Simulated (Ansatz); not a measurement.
The calculation's input:

```
crystal:
  lattice:
    - [3.1598870963, 0.0, 0.0]
    - [0.0, 5.473084997, 0.0]
    - [0.0, 0.0, 16.939849142]
  atoms:
    - { symbol: W, position: [-0.0185133197, 0.3333333333, -0.0043093654] }
    - { symbol: W, position: [0.5185133197, 0.8333333333, 0.0043093654] }
    - { symbol: S, position: [0.4828145273, 0.1576979409, 0.9051184131] }
    - { symbol: S, position: [0.0171854727, 0.6756353925, 0.9088114301] }
    - { symbol: S, position: [0.4828145273, 0.1756353925, 0.0911885699] }
    - { symbol: S, position: [0.0171854727, 0.6576979409, 0.0948815869] }
basis:
  ecutwfc: 420
kpoints:
  mp_grid: { grid: [8, 6, 2] }
hamiltonian:
  xc: pbe
  pseudopotentials: { kind: paw, azcp: { folder: soft_1 } }
  dispersion: d3bj
scf:
  occupations: { method: gaussian, width: 0.05 }
output:
  forces: true
  stress: true
  eigenvalues: true
  write_density: true
  write_potential: true
  elf: true
  volumetric_format: npy
```

Launched as:

```sh
ansatz run input.yaml --threads 2 --pin off --max-ram 4096MiB --backend cpu --events-out ev --progress --plain --runs-dir out
```

Below, planes, directions and counts refer to the conventional cell (a = 3.16 Å, b = 5.47 Å, c = 16.94 Å, α = 90.00°, β = 90.00°, γ = 90.00°).

Space group P2₁; a point of a scan over the structure, not its minimum; a structure from a database of computed crystals, not necessarily the ambient phase; not relaxed (largest force 1.2 eV/Å); PAW files of the earlier set (soft_1).

Theory: DFT PBE+D3(BJ), scalar-relativistic, plane waves, PAW (Ansatz 0.2.0).

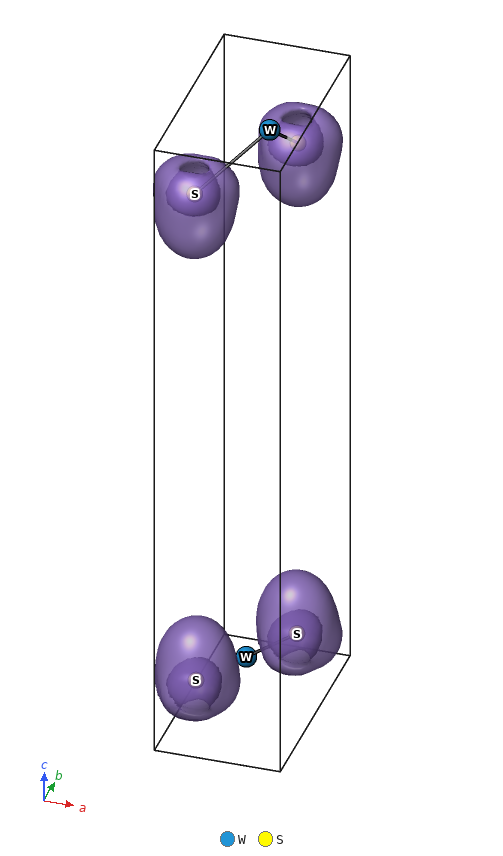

WS$_{2}$. Isosurface of the electron localisation function at 0.75 (purple), seen at an oblique angle. Only the valence region is drawn (cores and ρ < 0.01 e/Å³ removed). Sticks mark near contacts.

> What do the ELF domains correspond to?

The surface consists of four regions wrapped around S (the valence shell of each), counted in one cell of 6 atoms. Regions shared between cells count once.

Values along the shortest contacts:
W–S (2.39 Å): the ELF peaks at about 0.85 in the valence shell of S, 0.8 Å from its nucleus, and is about 0.50 at the midpoint. W–S (2.45 Å): the ELF peaks at about 0.85 in the valence shell of S, 0.8 Å from its nucleus, and is about 0.50 at the midpoint.
